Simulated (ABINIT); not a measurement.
Hubbard response calculation, with input and output: CoO (part 4 of 4)

The same run, continued: CoO (Fm-3m, 2 atoms in the cell); Kohn-Sham DFT of a periodic cell, BLYP, DFT+U, JTH PAW PBE v2.0, spin-polarised (ABINIT 10.8.3); cutoff 598.65 eV, 6×6×6 k-mesh, fermi-dirac of 0.05 eV, collinear spins. The structure derives from an entry of the Crystallography Open Database.

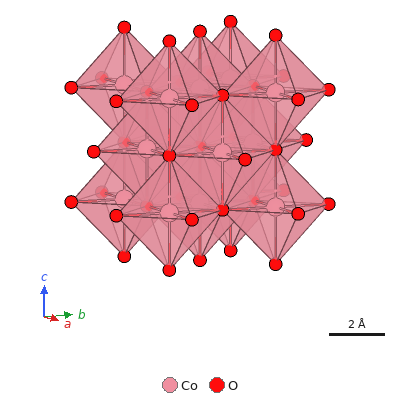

The input geometry (polyhedral view of the cell 4 times as large as that of the calculation, set on its symmetry axes, seen slightly off an axis; polyhedra are completed across the faces of the cell). An atom can appear more than once, as a periodic image.

Log, continued:
```
 cartesian forces (eV/Angstrom) at end:
    1     -0.00011737821016    -0.00000000351462    -0.00000000840197
    2      0.00011737821016     0.00000000351462     0.00000000840197
 frms,max,avg= 6.7768341E-05 1.1737821E-04   7.884E-08 -1.359E-09 -9.439E-09 e/A
 length scales=  1.000000000000  1.000000000000  1.000000000000 bohr
              =  0.529177210544  0.529177210544  0.529177210544 angstroms
 Fermi (or HOMO) energy (hartree) =   0.39211   Average Vxc (hartree)=  -0.41891
 Magnetization (Bohr magneton)=  2.71957430E+00
 Total spin up =  1.28597872E+01   Total spin down =  1.01402128E+01
 Eigenvalues (hartree) for nkpt= 112  k points, SPIN UP:
 kpt#   1, nband= 16, wtk=  0.00463, kpt=  0.0000  0.0000  0.0000 (reduced coord)
  -3.15796   -1.81077   -1.81077   -1.81077   -0.34740    0.27610    0.27610    0.27610
   0.28116    0.28116    0.28641    0.28641    0.28641    0.43584    1.03436    1.06597
      occupation numbers for kpt#   1
   1.00000    1.00000    1.00000    1.00000    1.00000    1.00000    1.00000    1.00000
   1.00000    1.00000    1.00000    1.00000    1.00000    0.00000    0.00000    0.00000
 prteigrs : prtvol=0 or 1, do not print more k-points.

 Eigenvalues (hartree) for nkpt= 112  k points, SPIN DOWN:
 kpt#   1, nband= 16, wtk=  0.00463, kpt=  0.0000  0.0000  0.0000 (reduced coord)
  -3.05196   -1.70806   -1.70806   -1.70806   -0.33225    0.29279    0.29279    0.29279
   0.35189    0.35189    0.35189    0.39601    0.39601    0.45302    1.03247    1.08329
      occupation numbers for kpt#   1
   1.00000    1.00000    1.00000    1.00000    1.00000    1.00000    1.00000    1.00000
   1.00000    1.00000    1.00000    0.10704    0.10688    0.00000    0.00000    0.00000
 prteigrs : prtvol=0 or 1, do not print more k-points.

--- !EnergyTerms
iteration_state     : {dtset: 3, }
comment             : Components of total free energy in Hartree
kinetic             :  1.92976141138484E+01
hartree             :  4.25993436173867E+01
xc                  : -5.94288618962169E+00
Ewald energy        : -1.06281348087594E+02
psp_core            :  3.46883976500355E+00
local_psp           : -1.42547816305653E+02
PAW spherical_terms :  2.68950324448901E+01
internal            : -1.62511220641740E+02
'-kT*entropy'       : -1.24232872629419E-03
total_energy        : -1.62512462970466E+02
total_energy_eV     : -4.42218939967504E+03
...

--- !EnergyTermsDC
iteration_state     : {dtset: 3, }
comment             : '"Double-counting" decomposition of free energy'
band_energy         : -1.38476819634249E+01
Ewald energy        : -1.06281348087594E+02
psp_core            :  3.46883976500355E+00
xc_dc               : -4.08276993315646E+01
PAW spherical_terms : -4.99824315099854E+00
internal            : -1.62486132768579E+02
'-kT*entropy'       : -1.24232872629419E-03
total_energy_dc     : -1.62487375097305E+02
total_energy_dc_eV  : -4.42150672386836E+03
...

--- !EnergyTermsWithPAWCore
iteration_state     : {dtset: 3, }
comment             : 'Components of total free energy, including PAW core contributions'
Total energy        : -1.46904667535673E+03
Total energy DC     : -1.46902158748357E+03
Total energy (eV)   : -3.99747964965063E+04
Total energy DC (eV): -3.99741138206996E+04
...

 Cartesian components of stress tensor (hartree/bohr^3)
  sigma(1 1)= -1.04917441E-04  sigma(3 2)=  3.42955887E-10
  sigma(2 2)= -1.04916820E-04  sigma(3 1)= -3.46523016E-10
  sigma(3 3)= -1.04944292E-04  sigma(2 1)= -2.96510340E-10

-Cartesian components of stress tensor (GPa)         [Pressure=  3.0870E+00 GPa]
- sigma(1 1)= -3.08677769E+00  sigma(3 2)=  1.00901105E-05
- sigma(2 2)= -3.08675940E+00  sigma(3 1)= -1.01950591E-05
- sigma(3 3)= -3.08756766E+00  sigma(2 1)= -8.72363540E-06

== END DATASET(S) ==============================================================
================================================================================

 -outvars: echo values of variables after computation  --------
            acell      1.0000000000E+00  1.0000000000E+00  1.0000000000E+00 Bohr
           etotal1    -1.6253760173E+02
           etotal2    -1.6249991822E+02
           etotal3    -1.6248737510E+02
            fcart1    -2.2671361145E-06 -1.0097286068E-12  1.9801569534E-11
                       2.2671361145E-06  1.0097286068E-12 -1.9801569534E-11
            fcart2    -2.2795500953E-06  6.1950626630E-10  1.0345714890E-10
                       2.2795500953E-06 -6.1950626630E-10 -1.0345714890E-10
            fcart3    -2.2826427610E-06 -6.8348547263E-11 -1.6339236931E-10
                       2.2826427610E-06  6.8348547263E-11  1.6339236931E-10
            rprim      0.0000000000E+00  4.0279543716E+00  4.0279543716E+00
                       4.0279543716E+00  0.0000000000E+00  4.0279543716E+00
                       4.0279543716E+00  4.0279543716E+00  0.0000000000E+00
           strten1    -9.1430057604E-05 -9.1429464682E-05 -9.1457436606E-05
                       2.6707870534E-10 -2.7852792878E-10 -2.3780446854E-10
           strten2    -1.0137476118E-04 -1.0137409680E-04 -1.0140157891E-04
                       3.5296551731E-10 -3.5460655262E-10 -3.0852150813E-10
           strten3    -1.0491744130E-04 -1.0491681964E-04 -1.0494429158E-04
                       3.4295588651E-10 -3.4652301575E-10 -2.9651034048E-10
           xangst      0.0000000000E+00  0.0000000000E+00  0.0000000000E+00
                       2.1315016586E+00  2.1315016586E+00  2.1315016586E+00
             xred      0.0000000000E+00  0.0000000000E+00  0.0000000000E+00
                       5.0000000000E-01  5.0000000000E-01  5.0000000000E-01
 Calculation completed.
```

File lruj.log:
```
.Version 10.8.3 of LRUJ
--------------------------------------------------------|---------------------------------------
 Linear:        -0.1817200    -0.0981326     4.6873223  |    0.0000937    0.0000234    0.0037345
 Quadratic:     -0.1818498    -0.0981652     4.6878640  |    0.0000110    0.0000006    0.0003383
*************************************************************************************************
*************************************************************************************************
```

This output came from the following input.

Input file:
```
# Datasets
ndtset 3

# Pseudopotentials
pp_dirpath "./"
pseudos "Co.GGA_PBE-JTH.xml, O.GGA_PBE-JTH.xml"

# Structure
acell 3*1.0
rprim
     0.0000000000     4.0279543716     4.0279543716
     4.0279543716     0.0000000000     4.0279543716
     4.0279543716     4.0279543716     0.0000000000
ntypat 2
znucl 27 8
natom 2
typat 1 2
xred
            0.0            0.0            0.0
            1/2            1/2            1/2

# Plane-wave basis
ecut 22.0
pawecutdg 44.0
pawxcdev 0

# k points
kptopt 2
ngkpt 6 6 6
nshiftk 1
shiftk 0.0 0.0 0.0

# Exchange and correlation
ixc -106131

# Bands and occupations
nband 16
occopt 3
tsmear 0.05 eV

# Spin
nsppol 2
spinat
     0.0000000000     0.0000000000     2.0000000000
     0.0000000000     0.0000000000     0.0000000000
nsym 1

# DFT+U
usepawu 1
lpawu 2 -1
upawu 0.0 0.0 eV
jpawu 0.0 0.0 eV
dmatpuopt 3

# SCF cycle
nstep 120
diemac 5.0
nnsclo 2
tolvrs 1.0e-9

# Output
prteig 0
prtebands 0
prtden 0
prtwf 0

# Linear response
irdwfk 1
macro_uj 1
pawujat 1
pawujv1 -0.1 eV
pawujv2 0.05 eV
pawujv3 0.1 eV
```

File gs.abi:
```
# Pseudopotentials
pp_dirpath "./"
pseudos "Co.GGA_PBE-JTH.xml, O.GGA_PBE-JTH.xml"

# Structure
acell 3*1.0
rprim
     0.0000000000     4.0279543716     4.0279543716
     4.0279543716     0.0000000000     4.0279543716
     4.0279543716     4.0279543716     0.0000000000
ntypat 2
znucl 27 8
natom 2
typat 1 2
xred
            0.0            0.0            0.0
            1/2            1/2            1/2

# Plane-wave basis
ecut 22.0
pawecutdg 44.0
pawxcdev 0

# k points
kptopt 2
ngkpt 6 6 6
nshiftk 1
shiftk 0.0 0.0 0.0

# Exchange and correlation
ixc -106131

# Bands and occupations
nband 16
occopt 3
tsmear 0.05 eV

# Spin
nsppol 2
spinat
     0.0000000000     0.0000000000     2.0000000000
     0.0000000000     0.0000000000     0.0000000000
nsym 1

# DFT+U
usepawu 1
lpawu 2 -1
upawu 0.0 0.0 eV
jpawu 0.0 0.0 eV
dmatpuopt 3

# SCF cycle
nstep 120
diemac 5.0
nnsclo 2
tolvrs 1.0e-9

# Output
prteig 0
prtebands 0
prtden 0
```

Launched with:
```bash
abinit gs.abi > log 2>&1
ln -s gso_WFK runi_DS1_WFK
ln -s gso_WFK runi_DS2_WFK
ln -s gso_WFK runi_DS3_WFK
abinit run.abi > log 2>&1
lruj runo_DS1_LRUJ.nc runo_DS2_LRUJ.nc runo_DS3_LRUJ.nc > lruj.log 2>&1
```

Summary:

- outcome: converged
- space group (tolerance 0.01 Å): Fm-3m (225)
- electrons treated: 23
- free energy: −4422.1896 eV
- gap on the k-point mesh: none (metallic)
- net moment of the cell: 2.71 μB
- pressure: 2.88 GPa
- largest force (length of the vector): under 0.001 eV/Å
- hardware: 1 thread of Arm Neoverse V2, 112 GiB of memory available, shared host
- wall time: 8.6 min
- peak memory: 0.17 GiB

Settings chosen away from the usual ones: diemac set to 5.0; nnsclo set to 2. Points of doubt noted for this run: cell small for linear response; cutoff too low for stress; libxc opposed gradients.
